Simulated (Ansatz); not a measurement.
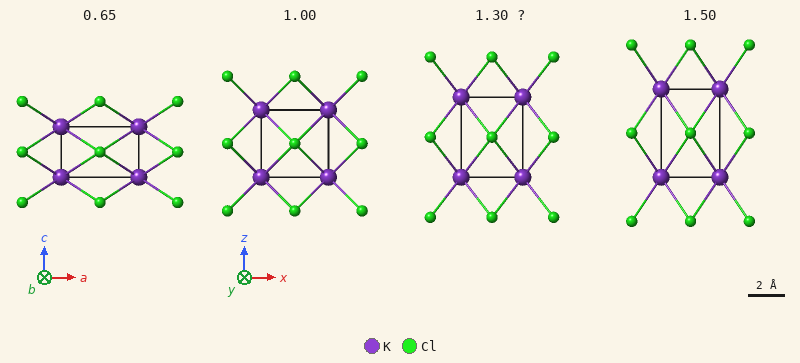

A scan of a crystal of KCl (Pm-3m): the ratio of the cell's length along z to its lengths across, counted as 1 for the reference, is changed at fixed volume (a tetragonal or Bain path), with the atoms kept at their fractional coordinates. x, y and z are the Cartesian axes of the input. The picture is a ball-and-stick view of the cell of the calculation, seen along the b axis.

The calculation used DFT PBE, scalar-relativistic, plane waves, PAW (Ansatz). (plane-wave cutoff 420 eV; k-point mesh 8 × 8 × 8; occupations gaussian; smearing width 0.05 eV; no spin polarisation). Energies (free energies at the smearing named) are counted from the cell as listed in its source, which wasn't relaxed.

| axial ratio over its reference value | energy change (meV/atom) |
| --- | --- |
| 0.650 | 591 |
| 0.707 | 354 |
| 0.780 | 169 |
| 0.850 | 69 |
| 0.920 | 18 |
| 0.960 | 4 |
| 1.000 | 0 |
| 1.050 | 6 |
| 1.100 | 23 |
| 1.200 | 85 |
| 1.300 | ? |
| 1.414 | 326 |
| 1.500 | 457 |

Fill in the missing row.

A straight line between the two neighbours gives 198 meV/atom. A cubic through the four nearest rows (1.100, 1.200, 1.414, 1.500) gives, with Lagrange weights, (−0.1815)(23) + (0.7103)(85) + (0.6922)(326) + (−0.2209)(457) = 181 meV/atom. The calculation gives 181 meV/atom, so the cubic is right to the digits shown and the straight line 17 meV/atom too high, as the curve bends upwards here.

The whole profile:

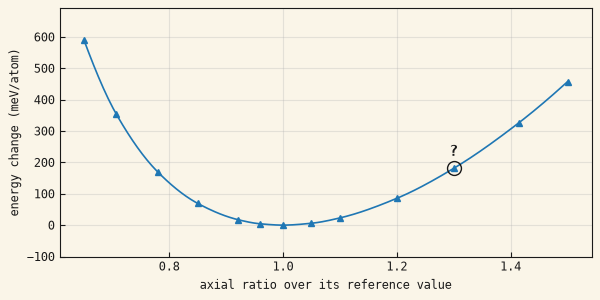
